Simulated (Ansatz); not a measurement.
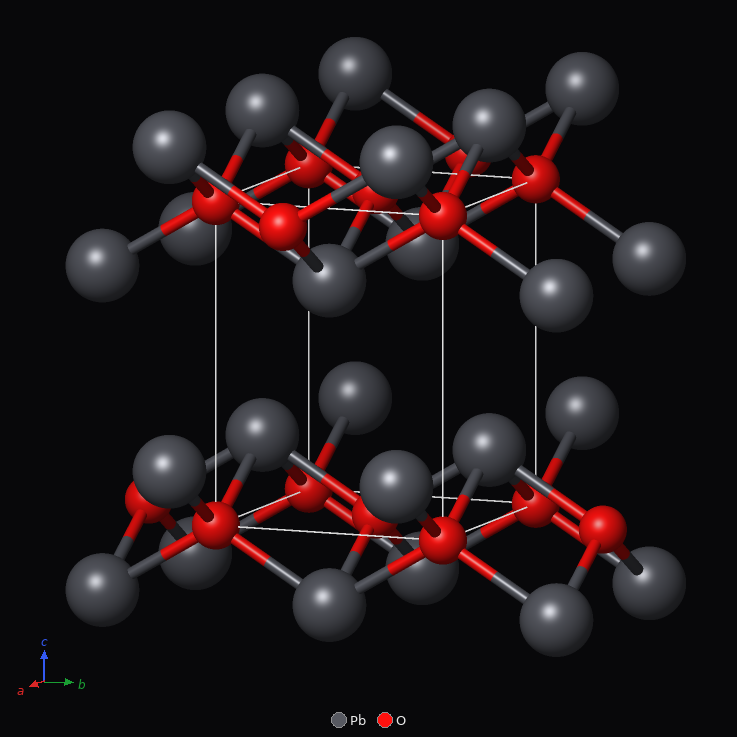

Shown here is a ball-and-stick view of the crystal, taken slightly off an axis. The edges of the conventional unit cell are marked. Bonded atoms from the next cells complete the picture. Cell: a = 3.99 Å, b = 3.99 Å, c = 5.35 Å, α = 90.00°, β = 90.00°, γ = 90.00°.

It goes back to a structure type known for this compound. Earlier steps of the study, as a rule a relaxation of our own, may have changed the cell and positions, so they can lie some per cent off the listed ones. It went into a calculation with Ansatz.

Explain the picture.

The material is PbO. The symmetry is that of P4/nmm (No. 129), on a primitive tetragonal lattice. Content of the cell: 2 Pb, 2 O (Z = 2). Pb is linked to four O at about 2.3 Å. Around each O lie four Pb in a distorted tetrahedral arrangement at about 2.3 Å. The bonds build PbO layers parallel to (001).

Level of theory and settings: DFT r2SCAN, scalar-relativistic, plane waves, PAW in Ansatz, plane waves up to 500 eV, Brillouin-zone sampling on a 6×6×4 mesh, Gaussian smearing of 0.05 eV, no spin polarisation.

Metal or not?

A semiconductor at this level, with a gap of 1.85 eV, indirect.

What are the atomic charges by Bader's partition?

Pb +1.23 e; O -1.23 e.

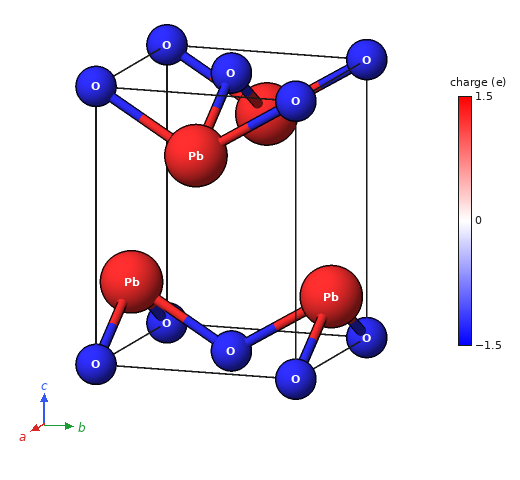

The atoms coloured by those charges. The run's cell of 4 atoms is drawn.

Are forces and stress small enough to call this relaxed?

Yes. All forces vanish to within 0.01 eV/Å. The pressure is 0.0 GPa, close to zero.
